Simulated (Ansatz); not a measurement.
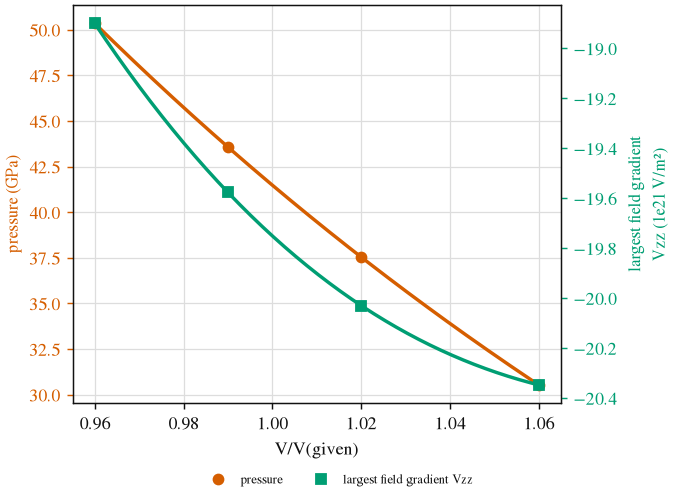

Plotted: pressure and largest field gradient Vzz against V/V(given) for La₂O₃, space group P321 (No. 150).

Cell as given: a = 3.930 Å, b = 3.930 Å, c = 6.120 Å, α = 90.00°, β = 90.00°, γ = 120.00°; 5 atoms.

How it was computed, with Ansatz 0.2.0: periodic Kohn-Sham DFT of a crystal at fixed atoms, scaled to the stated factor times the given cell; pressure positive in compression. Level: PBE.

```tsv
setting	value
method	all-electron PAW
relativity	scalar
k mesh	6×6×4
occupations	Fermi–Dirac
smearing width	0.02 eV
nucleus	Gaussian
```

V(given) is 16.37 Å³/atom.

### What does the pressure do across the range?

It falls from 50.3 GPa at V/V(given) 0.96 to 30.5 GPa at 1.06.

### How does the largest field gradient Vzz vary with V/V(given)?

It falls from −18.900 1e21 V/m² at V/V(given) 0.96 to −20.348 1e21 V/m² at 1.06.

Note: field gradient without spin-orbit coupling on heavy atoms; no gap: field gradients move with the k mesh; no spin-orbit coupling on heavy atoms; the volumes run don't bracket the minimum of the energy, so any equilibrium value is extrapolated; shape and atomic fractions are frozen while scaling, which makes layered, chain and framework solids too stiff.
